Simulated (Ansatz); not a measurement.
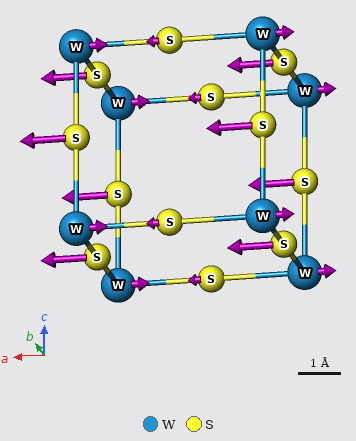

One vibrational mode of a crystal of WS3 (a generated structure) at the zone centre. The purple arrows give the relative displacements of the atoms. The picture is a ball-and-stick view of the cell of the calculation, seen from a free direction.

Theory: Ansatz 0.2.0, DFT LDA, scalar-relativistic, plane waves, PAW. (plane-wave cutoff 420 eV; k-point mesh 10 × 10 × 10; occupations fermi dirac; smearing width 0.15 eV; no spin polarisation)

The frequencies depend somewhat on the k-mesh and the smearing.

Question: Describe the mode and give its frequency.

Answer: This is the T₁u mode (triply degenerate; one member of the set is drawn) at 2.83 THz, the lowest optical level, infrared-active by symmetry. All motion is along a; it mainly bends the S–W bonds; the kinetic energy is shared as S 70 %, W 30 %. The crystal is a metal, so free carriers screen the infrared response.
